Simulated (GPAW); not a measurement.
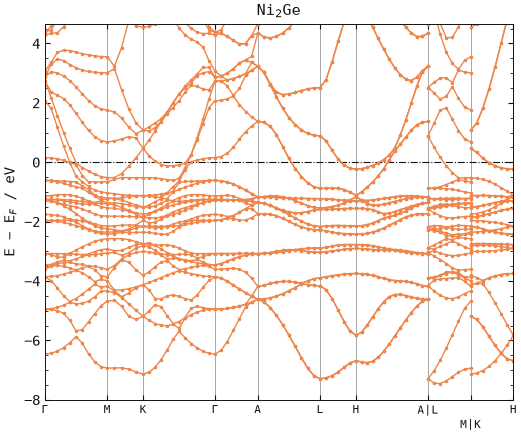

Band structure. Energies are counted from the Fermi level.

Question: What lattice type does the k path imply?

Answer: A hexagonal (primitive) lattice: the path Γ–M–K–Γ–A–L–H–A|L–M|K–H runs through the special points of its Brillouin zone.

The material is Ni₂Ge, space group P6_3/mmc, 6 atoms in the cell; a = 3.980 Å, c = 5.024 Å (hexagonal axes).

Level of theory: PBEsol, PAW data sets generated in the run's folder for this functional, collinear spin, ferromagnetic start that ends with little or no moment, no spin-orbit coupling, 5×5×4 k mesh, 600 eV cutoff, Fermi-Dirac smearing of 0.05 eV; code GPAW.

Question: Is there a gap at the Fermi level?

Answer: A metal: 4 bands cross the Fermi level along this path.

Question: Which levels at K lie nearest to the Fermi level?

Answer: At K the nearest levels lie 0.52 eV below and 0.46 eV above the Fermi level.

Question: On which lines of the path do bands cross the Fermi level?

Answer: Bands cross the Fermi level on Γ–M, M–K, K–Γ, A–L, L–H, H–A, L–M and K–H, and not on Γ–A.

The k mesh is coarse (spacing up to 0.36 Å⁻¹), so the values aren't converged. The cell comes from a database of computed structures, and whether it is the stable form of this composition wasn't checked. Bands are joined in order of energy, so crossings between the computed points show as kinks or gaps.
